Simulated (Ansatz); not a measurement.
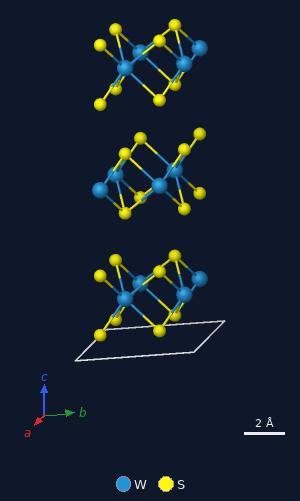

Phonons of solid WS$_{2}$, space group P-6m2 (No. 187), at the zone centre. The picture is a ball-and-stick view of the 2 × 2 repeat of the cell, outlined in the plane, without the vacuum, seen slightly off an axis.

All numbers below come from DFT LDA, scalar-relativistic, plane waves, PAW in Ansatz. Set-up: plane-wave cutoff 420 eV; k-point mesh 12 × 12 × 1; occupations fixed; no spin polarisation.

Frequencies are those without the non-analytic (LO–TO) term.

### List the optical modes.

The calculation's cell holds 9 atoms, so there are 24 optical modes, in 14 levels. The lowest is so near zero that its sign isn't certain.

```
level           symmetry  frequency (cm⁻¹)                    activity
    1                 E″                14                Raman-active
    2                A₁′                22                Raman-active
    3                 E′                24  infrared- and Raman-active
    4                A₂″                38             infrared-active
    5                 E″               298                Raman-active
    6                 E′               299  infrared- and Raman-active
    7                 E″               300                Raman-active
    8                 E′               358  infrared- and Raman-active
    9             4-fold               359                not assigned
   10                A₁′               419                Raman-active
   11                A₂″               421             infrared-active
   12                A₁′               422                Raman-active
   13                A₂″               440             infrared-active
   14  doubly degenerate               442                not assigned
```

The displacement patterns (one member of each degenerate set), 6 of the levels:

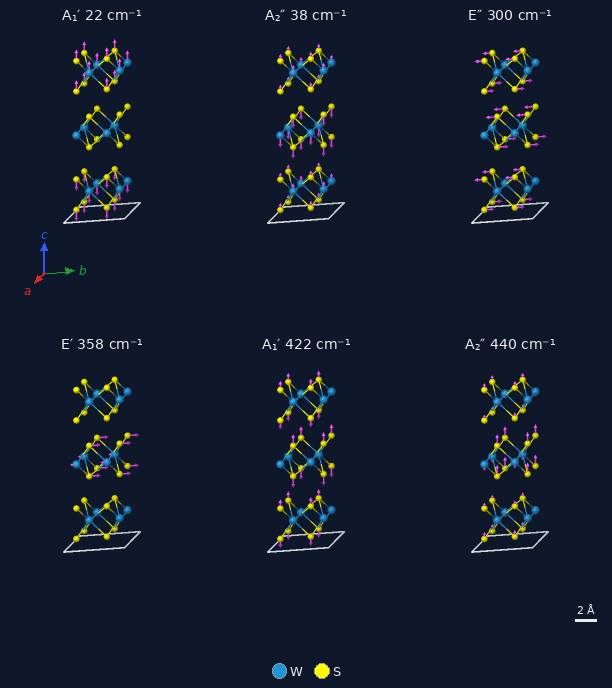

Limits of the set-up: layers or molecules are held without a dispersion correction, so their spacing is unreliable.
